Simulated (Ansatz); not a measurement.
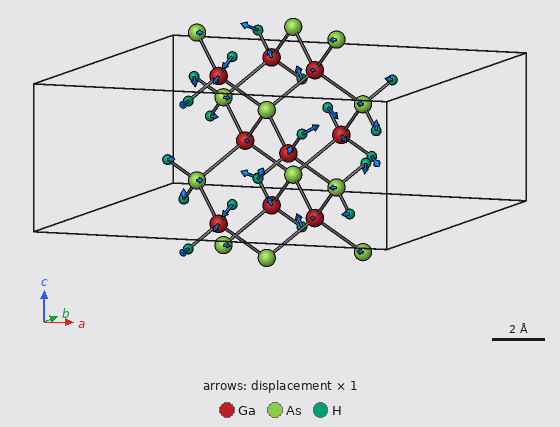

This is a relaxation of a wire of composition Ga$_{3}$As$_{3}$H$_{8}$. The starting structure is drawn; blue arrows show the displacements (the part carried along by the change of the cell is left out), at their true length.

Style: ball-and-stick. Shown: the cell of the calculation, with the vacuum cut short, slightly off an axis.

Case: wire along [0 0 1], 12 atoms a period, capped with H.

All numbers below come from DFT PBE, scalar-relativistic, plane waves, PAW (Ansatz).

Input file:
```yaml
crystal:
  lattice:
    - [16.5, 0.0, 0.0]
    - [0.0, 16.9, 0.0]
    - [0.0, 0.0, 5.7453845737]
  atoms:
    - { symbol: Ga, position: [0.5870512814, 0.5, 0.0] }
    - { symbol: As, position: [0.3258974372, 0.5849908961, 0.75] }
    - { symbol: As, position: [0.6741025628, 0.5849908961, 0.75] }
    - { symbol: Ga, position: [0.5870512814, 0.3300182079, 0.5] }
    - { symbol: Ga, position: [0.5870512814, 0.6699817921, 0.5] }
    - { symbol: As, position: [0.3258974372, 0.4150091039, 0.25] }
    - { symbol: As, position: [0.6741025628, 0.4150091039, 0.25] }
    - { symbol: Ga, position: [0.4129487186, 0.5, 0.5] }
    - { symbol: As, position: [0.5, 0.5849908961, 0.25] }
    - { symbol: Ga, position: [0.4129487186, 0.3300182079, 0.0] }
    - { symbol: Ga, position: [0.4129487186, 0.6699817921, 0.0] }
    - { symbol: As, position: [0.5, 0.4150091039, 0.75] }
    - { symbol: H, position: [0.2727112305, 0.5330635346, 0.9027438935] }
    - { symbol: H, position: [0.2727112305, 0.6369182575, 0.5972561065] }
    - { symbol: H, position: [0.7272887695, 0.5330635346, 0.5972561065] }
    - { symbol: H, position: [0.7272887695, 0.6369182575, 0.9027438935] }
    - { symbol: H, position: [0.6419870343, 0.2763827095, 0.6577683636] }
    - { symbol: H, position: [0.5321155285, 0.2763827095, 0.3422316364] }
    - { symbol: H, position: [0.6419870343, 0.7236172905, 0.3422316364] }
    - { symbol: H, position: [0.5321155285, 0.7236172905, 0.6577683636] }
    - { symbol: H, position: [0.2727112305, 0.4669364654, 0.0972561065] }
    - { symbol: H, position: [0.2727112305, 0.3630817425, 0.4027438935] }
    - { symbol: H, position: [0.7272887695, 0.4669364654, 0.4027438935] }
    - { symbol: H, position: [0.7272887695, 0.3630817425, 0.0972561065] }
    - { symbol: H, position: [0.3580129657, 0.2763827095, 0.8422316364] }
    - { symbol: H, position: [0.4678844715, 0.2763827095, 0.1577683636] }
    - { symbol: H, position: [0.3580129657, 0.7236172905, 0.1577683636] }
    - { symbol: H, position: [0.4678844715, 0.7236172905, 0.8422316364] }
basis:
  ecutwfc: 420
kpoints:
  mp_grid: { grid: [1, 1, 10] }
hamiltonian:
  xc: pbe
scf:
  occupations: { method: gaussian, width: 0.05 }
output:
  forces: true
  stress: true
  eigenvalues: true
  populations: true
  write_density: true
  write_potential: true
  elf: true
  volumetric_format: npy
relax:
  adjacent_minimum: "off"
  f_tol: 0.02
  max_steps: 45
  cell: { fix: [a, b, alpha, beta, gamma], stress_tol: 0.03 }
```

Launched with:
```bash
ansatz run input.yaml --threads 4 --pin off --max-ram 9216MiB --backend cpu --events-out ev --progress --plain --runs-dir out
```

Q: What did the optimiser do to the structure, and how much energy did it gain?

A: The energy falls by 1.980 eV per cell of the calculation in 8 accepted moves (9 points after the start). Largest force component: 1 eV/Å at the start, 0.02 eV/Å at the end. The SCF was repeated once at an unchanged geometry on a basis and grid sized afresh for the cell, which shifted the energy by 16.8 meV per cell of the calculation at most. The largest moves relative to the layer's centre, 0.82 Å, are those of H17, H19, H25 and H27. Largest moves by element: H 0.82 Å, Ga 0.41 Å, As 0.30 Å. Along the periodic axis the drawn cell goes c 5.745 → 6.051 Å (+5.3 %). Among the contacts that change: As2–Ga11 2.488 → 2.572 Å, Ga1–As12 2.488 → 2.453 Å, As9–Ga11 2.488 → 2.505 Å, As2–Ga8 2.488 → 2.502 Å. Bond angles that change, for instance: H27–Ga11–H28 109.5° → 125.7°, Ga8–As2–Ga11 109.5° → 125.4°, H13–As2–H14 109.5° → 96.6°.
